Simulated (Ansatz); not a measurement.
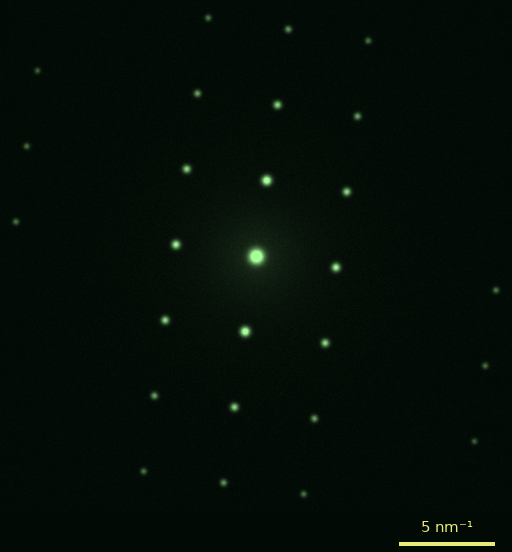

Kinematic zone-axis pattern, calculated for 200 keV electrons with B = 0.5 Å².

Phase: Pd, space group I4_1/amd (No. 141), a = 4.97 Å, c = 2.66 Å. Structure: the geometry relaxed with Ansatz 0.2.0, DFT r2SCAN, scalar-relativistic, plane waves, PAW; the starting structure was generated, so it need not be a known form of this composition.

```json
{"atom": "Pd", "site": "4a", "symmetry": "-4m2", "x": "0.0000", "y": "0.0000", "z": "0.0000"}
```

Q: Determine the zone axis from the geometry of the pattern.

A: The spots form a rectangular net whose two shortest vectors correspond to d = 2.48 Å and 2.35 Å, 90.0° apart. They index as 0 2 0 and 1 0 -1, so the zone axis is ±[101] (or an equivalent direction of <101>).

Q: Which reflections of this zone are missing, and why?

A: The lattice centring (I) removes all reflections that break h + k + l = 2n; a glide plane extinguishes reflections such as 2 -2 -2, 2 2 -2; reflections such as 2 0 -2, 2 -4 -2, 2 4 -2 are allowed by the space group but vanish because the atoms sit on special positions. In a thicker crystal double diffraction can put intensity into those places emptied by glide planes or screw axes that lie on the net of the visible spots, but never into those emptied by centring.

Q: List the strongest reflections.

A: Strongest reflections with d > 0.80 Å, one of each family (|F|² from tabulated Gaussian fits of the electron scattering factors, times a small damping for the curvature of the Ewald sphere):

```json
{"hkl": "0 2 0", "d (Å)": "2.484", "I (strongest = 100)": "100"}
{"hkl": "1 0 -1", "d (Å)": "2.346", "I (strongest = 100)": "46"}
{"hkl": "1 2 -1", "d (Å)": "1.706", "I (strongest = 100)": "27"}
{"hkl": "0 4 0", "d (Å)": "1.242", "I (strongest = 100)": "26"}
{"hkl": "1 4 -1", "d (Å)": "1.098", "I (strongest = 100)": "9"}
{"hkl": "0 6 0", "d (Å)": "0.828", "I (strongest = 100)": "7"}
```
